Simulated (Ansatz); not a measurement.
Si

Input file:

```
crystal:
  lattice:
    - [0.0, 3.801040887, 3.801040887]
    - [3.801040887, 0.0, 3.801040887]
    - [3.801040887, 3.801040887, 0.0]
  atoms:
    - { symbol: Si, position: [-0.044647146, 0.044647146, 0.0] }
    - { symbol: Si, position: [0.0, 0.0, 0.5] }
    - { symbol: Si, position: [0.0, 0.5, 0.0] }
    - { symbol: Si, position: [0.0, 0.5, 0.5] }
    - { symbol: Si, position: [0.5, 0.0, 0.0] }
    - { symbol: Si, position: [0.5, 0.0, 0.5] }
    - { symbol: Si, position: [0.5, 0.5, 0.0] }
    - { symbol: Si, position: [0.5, 0.5, 0.5] }
basis:
  ecutwfc: 420
kpoints:
  mp_grid: { grid: [14, 14, 14] }
hamiltonian:
  xc: pbe
  dispersion: d3bj
scf:
  occupations: { method: gaussian, width: 0.15 }
output:
  forces: true
  stress: true
  eigenvalues: true
  write_density: true
  write_potential: true
  elf: true
  volumetric_format: npy
```

Command:

```sh
ansatz run input.yaml --threads 1 --pin off --max-ram 2560MiB --backend cpu --events-out ev --progress --plain --runs-dir out
```

Below, planes, directions and counts refer to the conventional cell (a = 5.38 Å, b = 7.60 Å, c = 5.38 Å, α = 90.00°, β = 90.00°, γ = 90.00°).

Space group Imm2; a structure from a database of computed crystals, not necessarily the ambient phase; changed on purpose from its base cell (atom 1 (Si) moved +0.240 A along Cartesian [1 -1 0]); not relaxed (largest force 0.8 eV/Å).

Method: DFT PBE+D3(BJ), scalar-relativistic, plane waves, PAW (Ansatz).

What will maps of the valence pseudo-density and electron localisation function show?

Answer. Si–Si (2.45 Å): ρ at the midpoint is about 0.42 e/Å³; the ELF peaks at about 0.75 between the atoms.

Metal or insulator at this level of theory?

Answer. It is metallic or semimetallic at this level of theory: no gap opens.

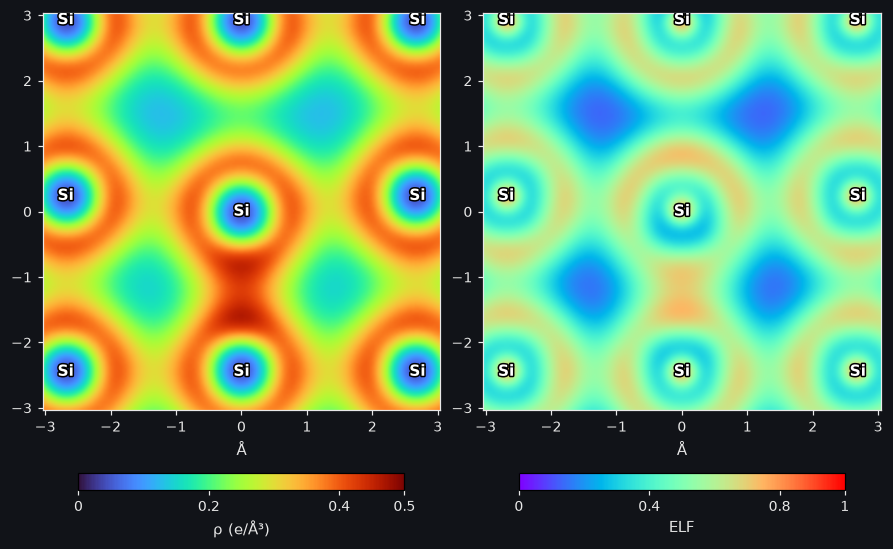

Computed valence pseudo-density and electron localisation function on the (010) plane of the conventional cell, in this order. 

In a PAW calculation such maps are meaningful between the atoms, not at the nuclei.
